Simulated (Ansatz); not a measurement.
```
Mg S
1.0
    -5.70377   -5.70377    0.00000
     0.00000   -5.70377    5.70377
    -5.70377    0.00000    5.70377
Mg S
8 8
Direct
  0.01090 0.98407 0.03146
  0.47997 0.98759 0.01871
  0.49235 0.50553 0.01757
  0.99754 0.53267 0.95461
  0.49561 0.04102 0.44784
  0.99916 0.99891 0.50637
  0.99908 0.48681 0.47188
  0.52531 0.47670 0.52866
  0.87714 0.38187 0.35138
  0.38947 0.38845 0.36672
  0.37628 0.85947 0.39117
  0.87540 0.86865 0.37525
  0.37395 0.37360 0.87536
  0.86900 0.35966 0.91141
  0.85197 0.89785 0.89093
  0.38685 0.86037 0.85515
```

Space group P1; a structure from a database of computed crystals, not necessarily the ambient phase; not relaxed (largest force 1.8 eV/Å).

Method: Ansatz, DFT PBE, scalar-relativistic, plane waves, PAW.

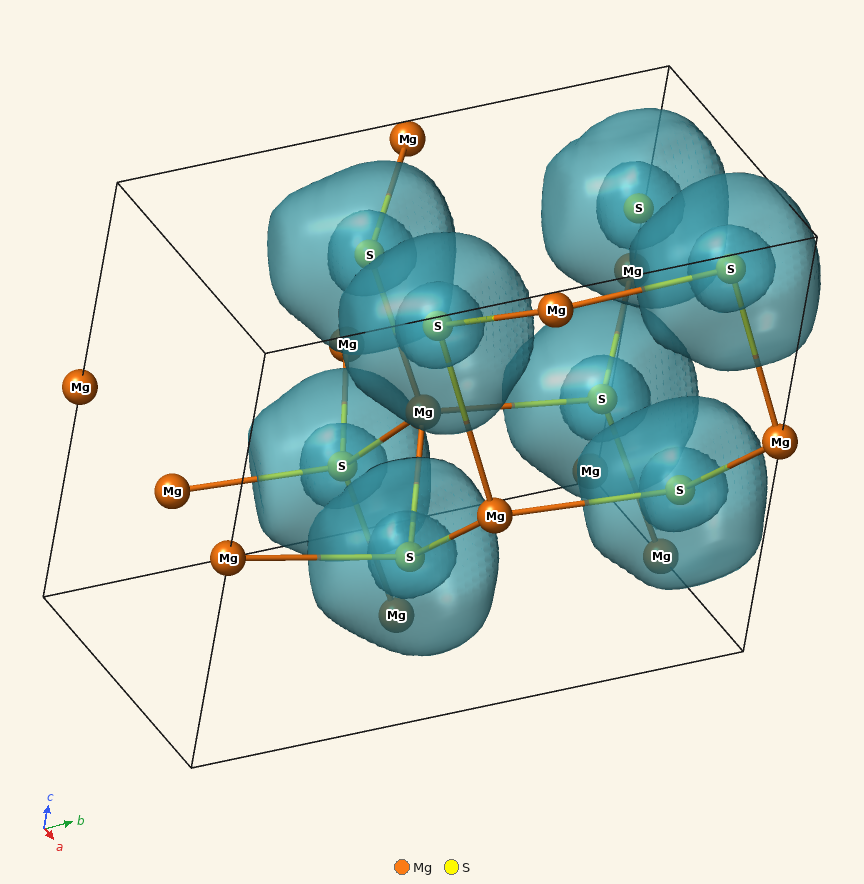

MgS. Isosurface of the electron localisation function at 0.75 (cyan), seen slightly off an axis. Only the valence region is drawn (cores and ρ < 0.01 e/Å³ removed). Sticks mark near contacts.

Q: What do the ELF domains correspond to?

A: At this value the surface marks out eight regions wrapped around S (the valence shell of each), counted in one cell of 16 atoms. Regions shared between cells count once. Profiles from the grid: Mg–S (2.27 Å): the ELF peaks at about 0.90 in the valence shell of S, 0.8 Å from its nucleus, and falls to about 0.10 next to Mg: a largely ionic contact. Mg–S (2.31 Å): the ELF peaks at about 0.90 in the valence shell of S, 0.9 Å from its nucleus, and falls to about 0.10 next to Mg; a largely ionic contact.

Q: Metal or insulator at this level of theory?

A: It is gapped, with a Kohn–Sham gap of 2.9 eV on the k-point mesh, an upper bound to the gap of this method.
